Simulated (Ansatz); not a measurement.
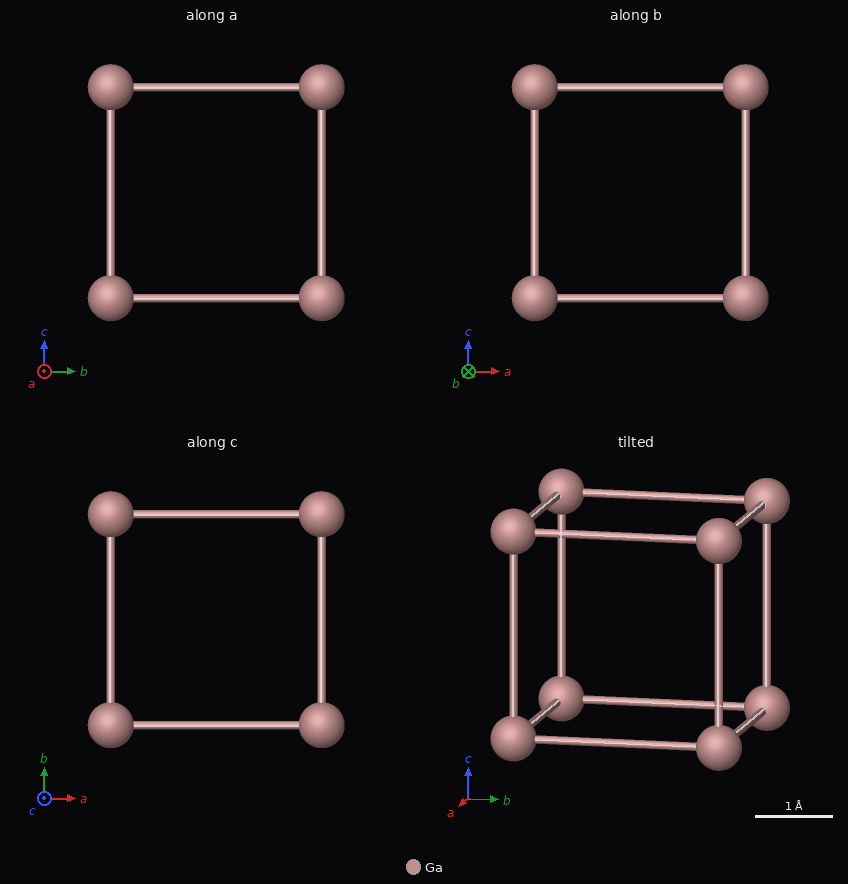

View along the a axis, along the b axis, along the c axis and slightly off an axis, drawn as a ball-and-stick model. The frame is the conventional unit cell; atoms at its boundary are shown with their periodic copies.

Lattice parameters: a = 2.7624 Å, b = 2.7624 Å, c = 2.7624 Å, α = 90.000°, β = 90.000°, γ = 90.000°.

Express the structure as a CIF with its space group and independent sites.

```cif
data_structure
_symmetry_space_group_name_H-M 'P m -3 m'
_symmetry_Int_Tables_number 221
_cell_length_a 2.7624
_cell_length_b 2.7624
_cell_length_c 2.7624
_cell_angle_alpha 90.000
_cell_angle_beta 90.000
_cell_angle_gamma 90.000
_cell_volume 21.08
loop_
_atom_site_label
_atom_site_type_symbol
_atom_site_symmetry_multiplicity
_atom_site_Wyckoff_symbol
_atom_site_fract_x
_atom_site_fract_y
_atom_site_fract_z
_atom_site_occupancy
Ga1 Ga 1 a 0.0000 0.0000 0.0000 1
```

The initial geometry was a structure type filled with this element by a generator (whether the element takes this form wasn't checked). Earlier steps of the study may have refined or changed the cell and positions. It went into a calculation with Ansatz.
